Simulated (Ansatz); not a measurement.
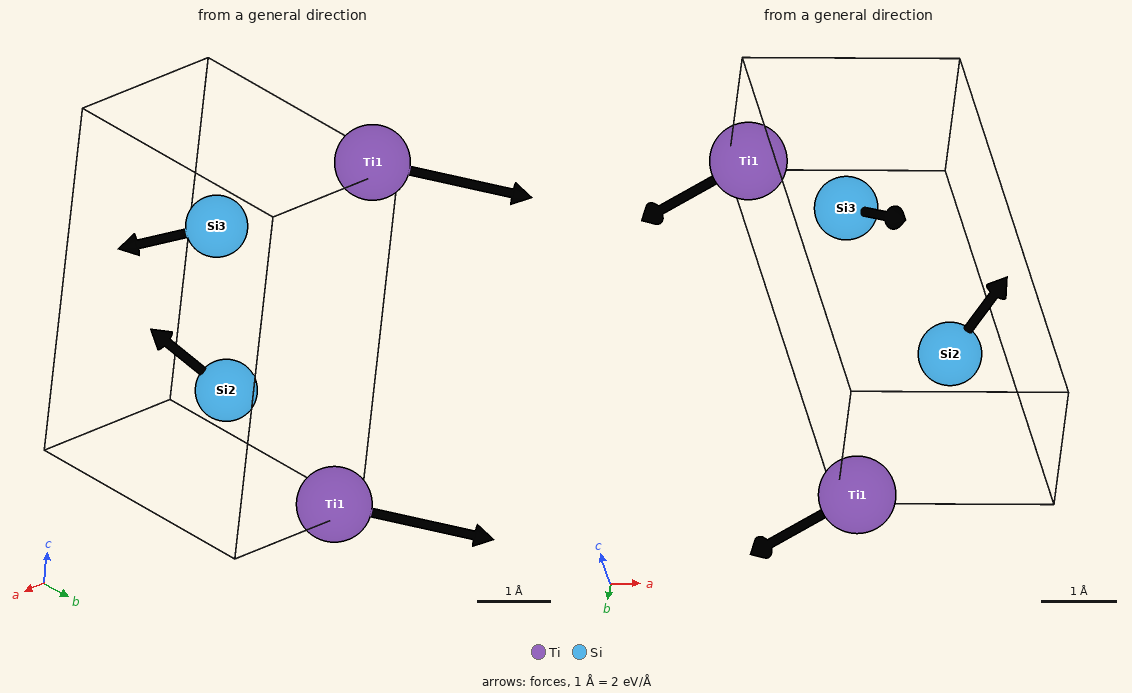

Crystal structure, spheres-only style, seen from two general directions. The parallelepiped is the cell (the run's own, in a reduced setting). The arrows are the computed forces on the atoms.

System: TiSi2. Calculation details: DFT PBEsol, scalar-relativistic, plane waves, PAW (Ansatz 0.2.0); plane waves up to 420 eV, k-points about 0.13 Å⁻¹ apart, Gaussian smearing of 0.15 eV, no spin polarisation.

**Could this be the end point of a relaxation?**

No. The atoms still feel forces of up to about 3.5 eV/Å, far above a usual threshold of 0.01 to 0.03 eV/Å.

**Name the atom under the greatest force.**

Ti1, about 3.5 eV/Å.

**What is the mean force per element?**

Mean magnitudes: about Ti 3.5 eV/Å, Si 2 eV/Å.

Provenance: a structure listed in the Materials Project. The cell was then strained or its atoms displaced on purpose. An electronic-structure calculation with Ansatz was run on it.
